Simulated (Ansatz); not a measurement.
Ti6Si (slab)

Input file:

```
crystal:
  lattice:
    - [4.4761187327, 0.0, 0.0]
    - [-2.2380593663, 3.8764325329, 0.0]
    - [0.0, 0.0, 21.3888628797]
  atoms:
    - { symbol: Ti, position: [0.6666666667, 0.3333333333, 0.1870132144] }
    - { symbol: Ti, position: [0.3333333333, 0.6666666667, 0.2297309557] }
    - { symbol: Ti, position: [0.0, 0.0, 0.2724486969] }
    - { symbol: Ti, position: [0.6666666667, 0.3333333333, 0.3119457425] }
    - { symbol: Ti, position: [0.3333333333, 0.6666666667, 0.343319167] }
    - { symbol: Ti, position: [0.0, 0.0, 0.3922070531] }
    - { symbol: Si, position: [0.7777777778, -0.7777777778, 0.4721552023], spin: 2.0 }
basis:
  ecutwfc: 420
kpoints:
  mp_grid: { grid: [6, 6, 1] }
hamiltonian:
  xc: lda
  pseudopotentials: { kind: paw, azcp: { folder: soft_1 } }
scf:
  occupations: { method: gaussian, width: 0.1 }
output:
  forces: true
  eigenvalues: true
  populations: true
  write_density: true
  write_potential: true
  elf: true
  volumetric_format: npy
magnetization:
  spin_polarized: true
efield:
  axis: 3
  dipole_correction: true
  ramp_width: 0.04
```

Command:

```sh
ansatz run input.yaml --threads 1 --pin off --max-ram 3072MiB --backend cpu --events-out ev --progress --plain --runs-dir out
```

A point of a scan over the structure, not its minimum; not relaxed (largest force 1.8 eV/Å); the SCF solution may not be the lowest one; PAW files of the earlier set (soft_1); spin-polarised.

All numbers below come from Ansatz 0.2.0, DFT LDA, scalar-relativistic, plane waves, PAW.

The density is the valence pseudo-density of a PAW calculation; it isn't the true density close to the nuclei.

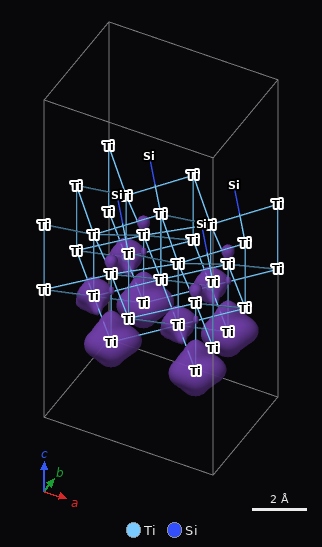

Figure 1. Isosurfaces of the spin density at +0.05 (orange) and −0.05 e/Å³ (purple), seen slightly off an axis. Sticks mark near contacts.

Q: Which atoms carry the moments, and with what signs?

A: The spin density sits on Ti: −0.6 μB in one cell of 7 atoms, with smaller moments on other sites: Ti (±0.20 μB): with much of the spin spread outside that site. The cell of the calculation (7 atoms) carries 1.2 μB of net spin moment.

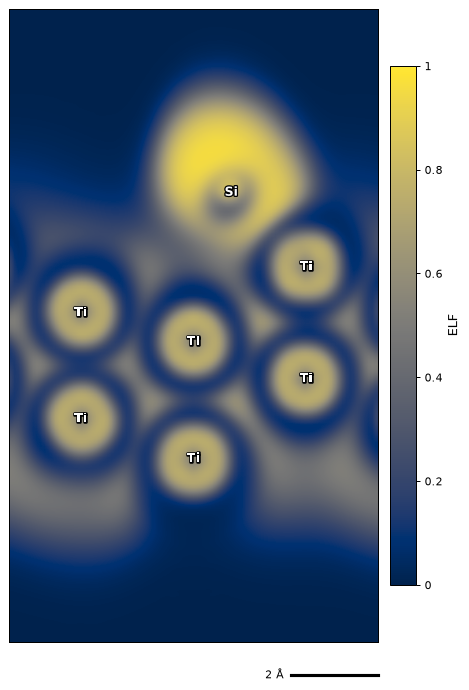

Figure 2. Electron localisation function on the (110) plane of the calculation cell, a cut from vacuum to vacuum.

Q: Describe what can be read from this map.

A: The section cuts through Ti and Si sites. Ti–Si (2.43 Å): the ELF peaks at about 0.80 in the valence shell of Si, 0.9 Å from its nucleus, and is about 0.50 at the midpoint. Ti–Ti (2.43 Å): the ELF is about 0.15 at the midpoint: no localised pair shows between them. Ti–Ti (2.56 Å): the ELF is about 0.10 at the midpoint (no localised pair shows between them). Ti–Ti (2.67 Å): the ELF is about 0.20 at the midpoint: no localised pair shows between them. Ti–Ti (2.72 Å): the ELF is about 0.15 at the midpoint (no localised pair shows between them). The features right at Ti lie inside the PAW spheres, where the map follows smoothed inner orbitals and isn't to be read closely.

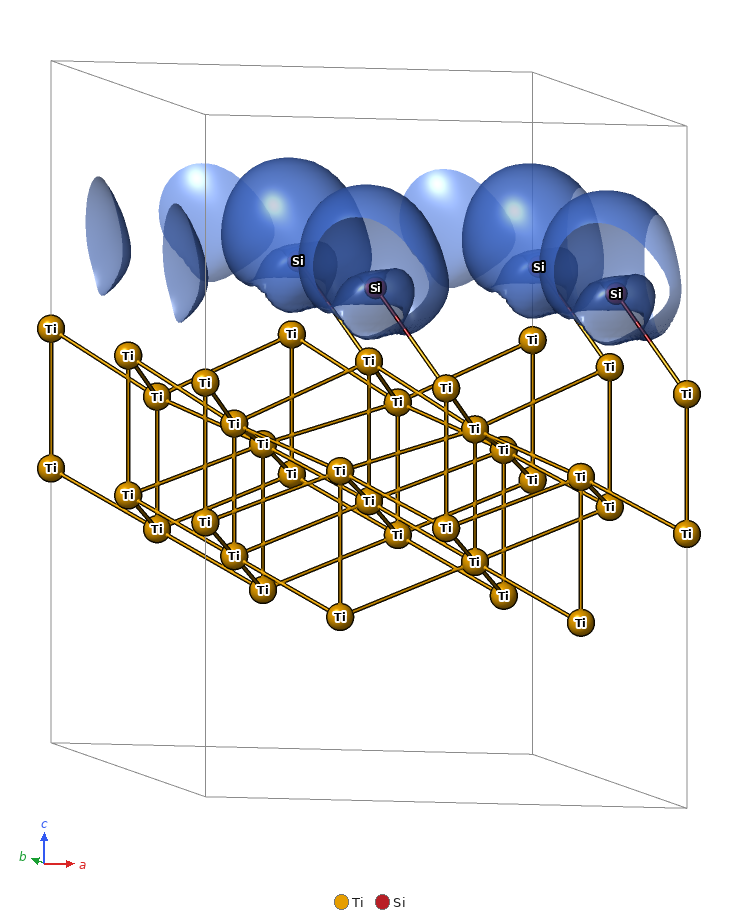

Figure 3. Isosurface of the electron localisation function at 0.75 (blue), seen slightly off an axis. Only the valence region is drawn (cores and ρ < 0.01 e/Å³ removed). Sticks mark near contacts.

Q: What do the ELF domains correspond to?

A: At this value the surface marks out one lobe on Si, pointing away from the bonds (non-bonding electrons), counted in one cell of 7 atoms. Counts are for one cell; the picture repeats the cell along the surface.
